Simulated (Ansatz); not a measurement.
```cif
data_structure
_symmetry_space_group_name_H-M 'P 1'
_symmetry_Int_Tables_number 1
_cell_length_a 2.9499
_cell_length_b 2.9499
_cell_length_c 3.6537
_cell_angle_alpha 90.000
_cell_angle_beta 90.000
_cell_angle_gamma 90.000
_cell_volume 31.79
loop_
_atom_site_label
_atom_site_type_symbol
_atom_site_fract_x
_atom_site_fract_y
_atom_site_fract_z
_atom_site_occupancy
Ti1 Ti 0.00000 0.00000 0.00000 1
O1 O 0.00000 0.00000 0.50000 1
```

Space group P4/mmm; a generated structure, not necessarily the stable one.

Method: Kohn-Sham DFT of a periodic cell, PBEsol, Ansatz PAW in Ansatz 0.2.0.

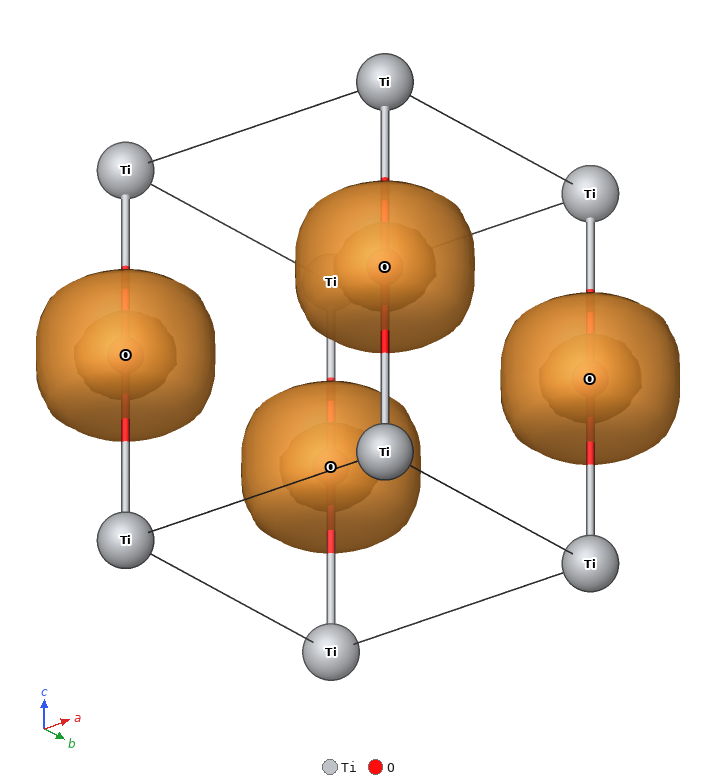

TiO. Isosurface of the electron localisation function at 0.75 (orange), seen at an oblique angle. Core shells and regions of very low density are left out. Sticks mark near contacts.

In a PAW calculation such maps are meaningful between the atoms, not at the nuclei.

**Describe the localisation domains.**

The surface consists of one region wrapped around O (its valence shell), counted in one cell of 2 atoms. Regions shared between cells count once.

Values along the shortest contacts:
Ti–O (1.83 Å): the ELF peaks at about 0.85 in the valence shell of O, 0.5 Å from its nucleus, and drops to about 0.25 between the two atoms; no shared electron pair shows on this line.

**Does the calculation give a band gap?**

It is gapless in this calculation (a metal or semimetal); semilocal functionals without U, or without the true magnetic order, often close the gap of such compounds.
